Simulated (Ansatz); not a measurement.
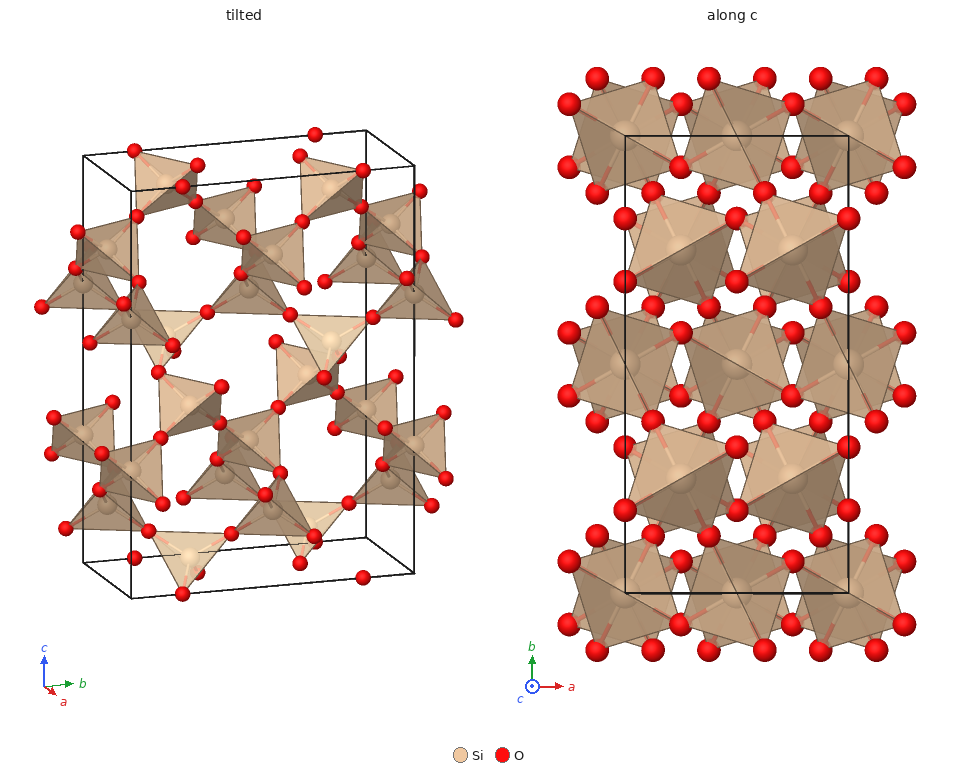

The figure gives a polyhedral picture of the atoms, viewed slightly off an axis and along the c axis. The conventional unit cell is outlined; an atom on or near a face, edge or corner is repeated at each equivalent position. A few atoms beyond the faces are included. Cell: a = 4.757 Å, b = 9.734 Å, c = 13.695 Å, α = 90.00°, β = 90.00°, γ = 90.00°.

Summary of the structure:

It has the composition SiO2. Its lattice is face-centred orthorhombic, its space group Fddd (No. 70). Cell content 16 Si, 32 O; Z = 16. The polyhedra are SiO4 tetrahedra; they share corners. Si is linked to four O in a distorted tetrahedral arrangement at about 1.6 Å. O bonds to two Si at about 1.6 Å. The bonds build a three-dimensional framework.

The initial geometry was a structure listed in the Materials Project. The cell was then strained or its atoms displaced on purpose. It went into a calculation with Ansatz.
